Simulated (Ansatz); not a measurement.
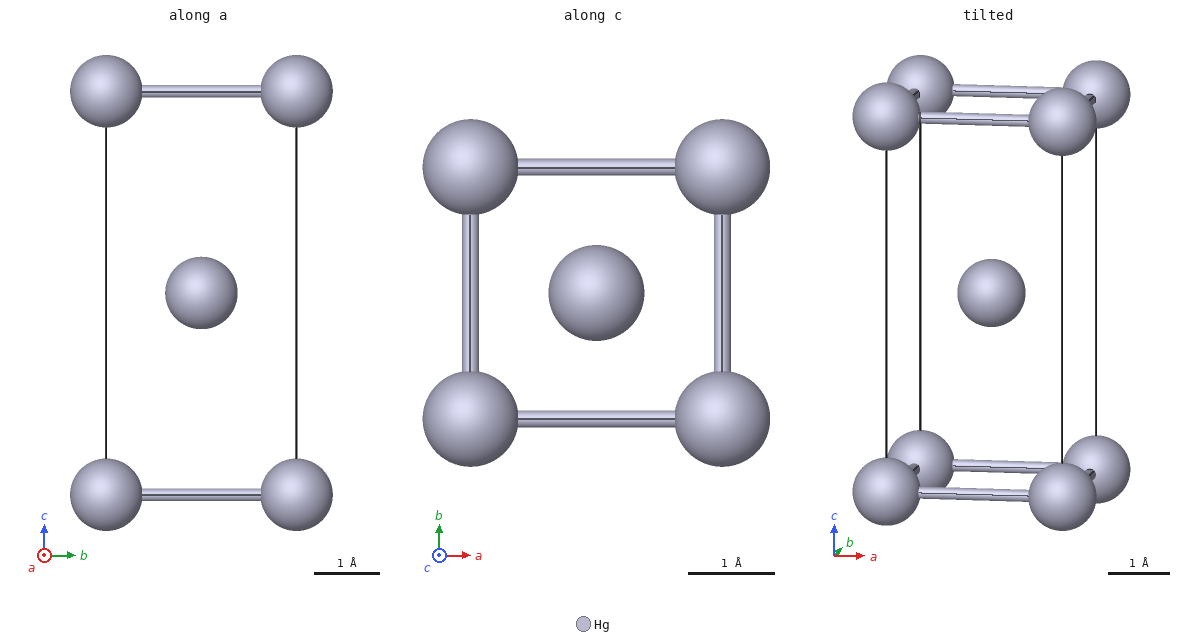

View along the a axis, along the c axis and slightly off an axis, drawn as a ball-and-stick model. The edges of the conventional unit cell are marked. Cell: a = 2.955 Å, b = 2.955 Å, c = 6.269 Å, α = 90.00°, β = 90.00°, γ = 90.00°.

Caption:

- The element is mercury.
- Its lattice is body-centred tetragonal, its space group I4/mmm (No. 139).
- The cell holds two atoms.
- Hg is linked to four Hg in a square planar arrangement at about 3.0 Å.
- The bonds build Hg layers parallel to (001).

The model was built from a structure listed in the Materials Project. The cell was then strained or its atoms displaced on purpose. It went into a calculation with Ansatz.
